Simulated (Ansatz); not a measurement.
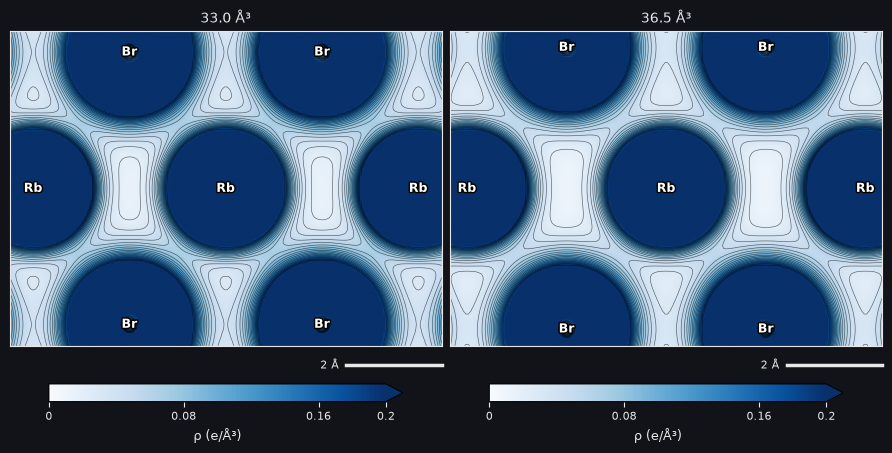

RbBr. The valence charge density (pseudo) of cells scaled evenly to different volumes (given per atom above each panel), on the (11̄0) plane of each (indices in the axes of the cell below), at one length scale and on one colour scale.

A structure from a database of computed crystals, not necessarily the ambient phase.

All numbers below come from Kohn-Sham DFT of a periodic cell, PBE, Ansatz PAW (Ansatz 0.2.0).

The largest cell:

```yaml
crystal:
  lattice:
    - [4.18037, 0.00000, 0.00000]
    - [0.00000, 4.18037, 0.00000]
    - [0.00000, 0.00000, 4.18037]
  atoms:
    - { symbol: Rb, position: [0.00000, 0.00000, 0.00000] }
    - { symbol: Br, position: [0.50000, 0.50000, 0.50000] }
```

| volume (Å³/atom) | Rb–Br contact in the plane (Å) | ρ at its midpoint (e/Å³) | pressure (GPa) | gap on the mesh (eV) | 
| --- | --- | --- | --- | --- |
| 33.01 | 3.500 | 0.071 | 2.1 | 4.33 | 
| 33.72 | 3.525 | ? | ? | ? | 
| 36.53 | 3.620 | 0.057 | 0.2 | 3.97 | 

What values belong in the row with question marks?

Over the known rows ln ρ falls by 1.83 per Å of Rb–Br distance (the line through the two), which gives 0.068 e/Å³ at 3.525 Å; the calculation gives 0.068 e/Å³. For the pressure, a straight line in volume between the neighbouring rows gives 1.7 GPa; the calculation gives 1.6. For the gap on the mesh, a straight line in volume between the neighbouring rows gives 4.26 eV; the calculation gives 4.25.
